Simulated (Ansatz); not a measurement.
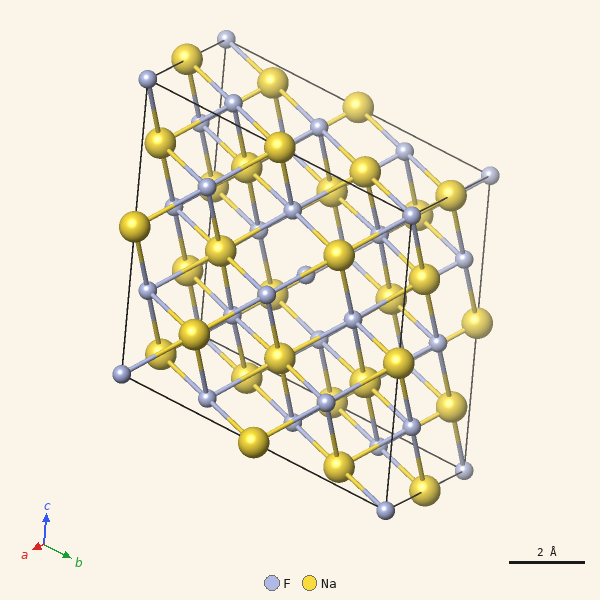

An orthographic ball-and-stick view of the structure, slightly off an axis. The edges of the supercell are marked. The host is NaF, in a cell of 32 sites, and the cell carries a charge of +1.

Q: Identify the point defect.

A: Fluorine on a sodium site (an antisite). It is bonded to no bonds drawn.

The calculation used DFT PBE, scalar-relativistic, plane waves, PAW (Ansatz), with E_cut = 420 eV, a 2×2×2 sampling of the Brillouin zone, Gaussian smearing of 0.01 eV, collinear spins.

Q: Is there a net spin in the supercell?

A: Yes, 3.0 μB in the cell.

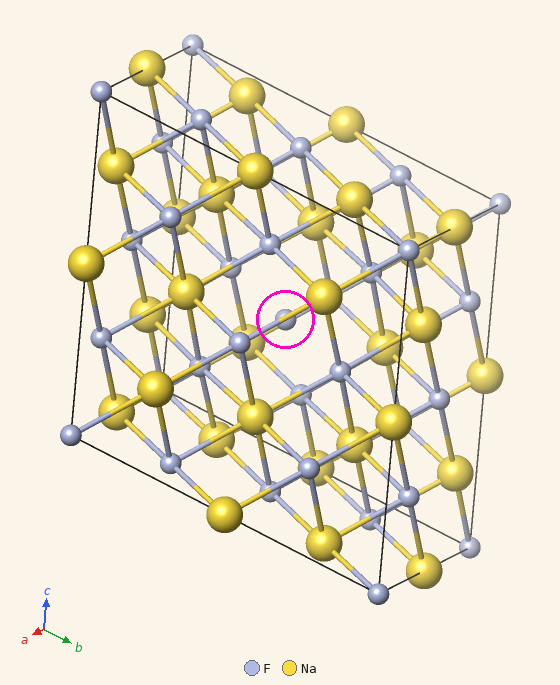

The same cell with a ring at the defect's site.

The atoms were relaxed in the host's cell with Ansatz, DFT PBE, scalar-relativistic, plane waves, PAW.
